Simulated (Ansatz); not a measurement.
```
CELL_PARAMETERS angstrom
4.51144 0.00000 0.00000
0.00000 4.51462 0.00000
0.00000 0.00000 26.05900
ATOMIC_POSITIONS crystal
Si 0.00000 0.49717 0.28781
Mo 0.50000 0.24965 0.31254
Si 0.00000 0.00212 0.33728
Si 0.50000 0.74682 0.36279
Mo 0.00000 0.49930 0.38753
Si 0.50000 0.25177 0.41226
Si 0.00000 0.99647 0.43777
Mo 0.50000 0.74894 0.46251
Si 0.00000 0.50142 0.48724
Si 0.50000 0.24612 0.51276
Mo 0.00000 0.99859 0.53749
Si 0.50000 0.75107 0.56223
Si 0.00000 0.49577 0.58774
Mo 0.50000 0.24824 0.61247
Si 0.00000 0.00071 0.63721
Si 0.50000 0.74542 0.66272
Mo 0.00000 0.49789 0.68746
Si 0.50000 0.25036 0.71219
```

Not relaxed (largest force 1.6 eV/Å); computed without spin polarisation.

All numbers below come from DFT PBEsol, scalar-relativistic, plane waves, PAW (Ansatz).

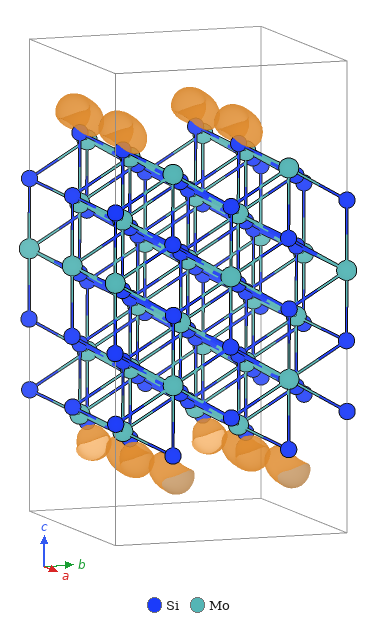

Si2Mo (slab). Isosurface of the ELF at 0.85 (orange), seen slightly off an axis. Core shells and regions of very low density are left out. Sticks mark near contacts.

Question: Where are the electrons localised?

Answer: The ELF exceeds this value in two lobes on Si, pointing away from the bonds (lone pairs), counted in one cell of 18 atoms. Counts are for one cell; the picture repeats the cell along the surface. Along the contacts the grid gives the following. Si–Mo (2.60 Å): the ELF peaks at about 0.70 in the valence shell of Si, 0.9 Å from its nucleus, and is about 0.40 at the midpoint.
